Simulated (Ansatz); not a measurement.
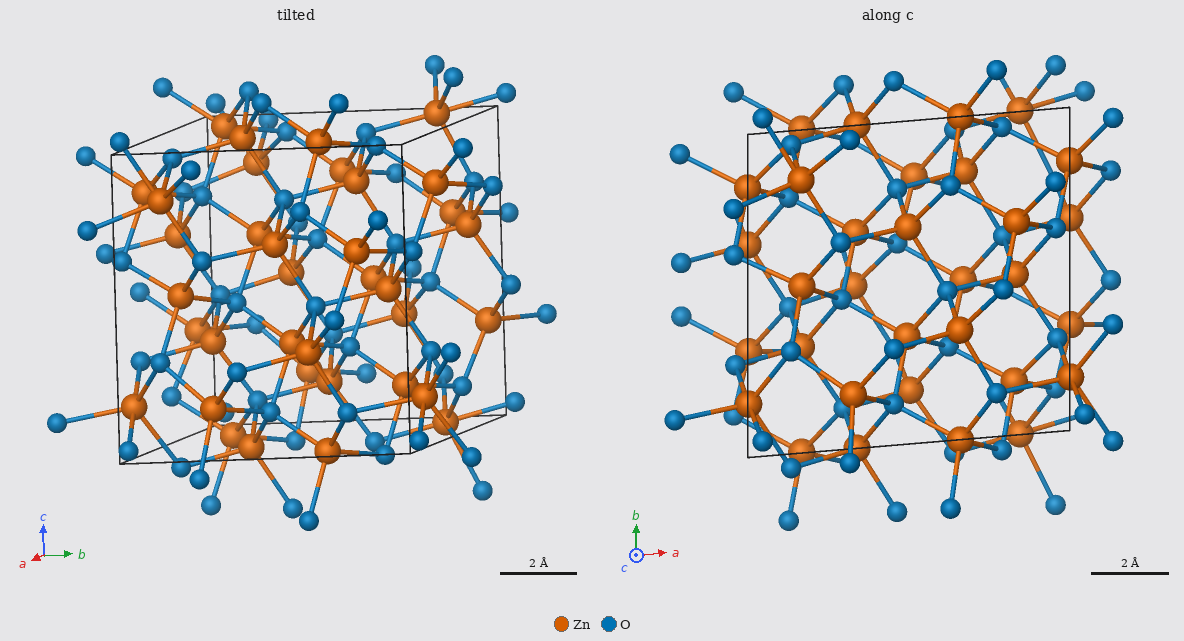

The figure gives a ball-and-stick picture of the atoms, viewed slightly off an axis and along the c axis. Thin lines show the simulation cell, with boundary atoms drawn in all their periodic places. Some neighbours outside the box are added. Cell: a = 8.428 Å, b = 8.428 Å, c = 8.428 Å, α = 84.74°, β = 84.74°, γ = 84.74°.

What does the picture show?

The formula is Zn₂₄O₂₅. The symmetry is that of R3 (No. 146), on a rhombohedral (trigonal R) lattice. It has 49 atoms to the cell (24 Zn, 25 O). With all contacts inside bonding distance counted, the coordination numbers are Zn 4 to 5 (mean 4.1) and O 3 to 4 (mean 4.0). The bonds build a three-dimensional framework.

Provenance: a structure listed in the Materials Project, repeated into a supercell with a point defect put in. The atoms were relaxed in a fixed cell with DFT PBE, scalar-relativistic, plane waves, PAW (Ansatz).
